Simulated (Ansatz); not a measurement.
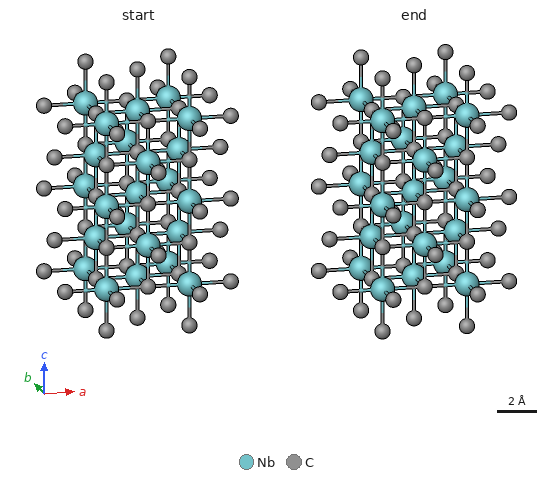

The structure of crystalline NbC (set up in Fm-3m) (coarse preliminary run) before (left) and after (right) a relaxation, at one scale.

Style: ball-and-stick. Shown: the conventional cell (4 times the calculation's cell), repeated 1 × 1 × 2 with one cell outlined, slightly off an axis. Lengths and directions refer to the drawn axes.

Computed with Ansatz, DFT PBE, scalar-relativistic, plane waves, PAW.

Input
```yaml
crystal:
  lattice:
    - [0.0, 2.20000005, 2.20000005]
    - [2.20000005, 0.0, 2.20000005]
    - [2.20000005, 2.20000005, 0.0]
  atoms:
    - { symbol: Nb, position: [0.0, 0.0, 0.0] }
    - { symbol: C, position: [0.5, 0.5, 0.5] }
basis:
  ecutwfc: 420
kpoints:
  mp_grid: { grid: [6, 6, 6] }
hamiltonian:
  xc: pbe
scf:
  occupations: { method: gaussian, width: 0.1 }
  lower_state_search: "off"
output:
  forces: true
  stress: true
  eigenvalues: true
relax:
  adjacent_minimum: "off"
  f_tol: 0.04
  max_steps: 70
  cell: { stress_tol: 0.4 }
```

Run as
```bash
ansatz run input.yaml --threads 1 --pin off --max-ram 2560MiB --backend cpu --events-out ev --progress --plain --runs-dir out
```

Q: Describe what moved and what it gained.

A: Over 3 accepted moves (4 points after the start) the energy falls by 35.0 meV per atom. All forces vanish by symmetry, so only the cell relaxes. Pressure: 19.06 GPa at the start and 0.14 GPa at the end. At 1 point the geometry stayed and the basis and grid were re-selected for the new cell (energy shift of 1.2 meV per atom at most each time). The atoms keep their places relative to the cell (all moves are under 0.005 Å). Cell: a = b = c 4.400 → 4.483 Å (+1.9 %). Volume +5.8 %. Some distances before and after: Nb1–Nb1 3.111 → 3.170 Å, Nb1–C2 2.200 → 2.241 Å. The space group stays Fm-3m (No. 225).
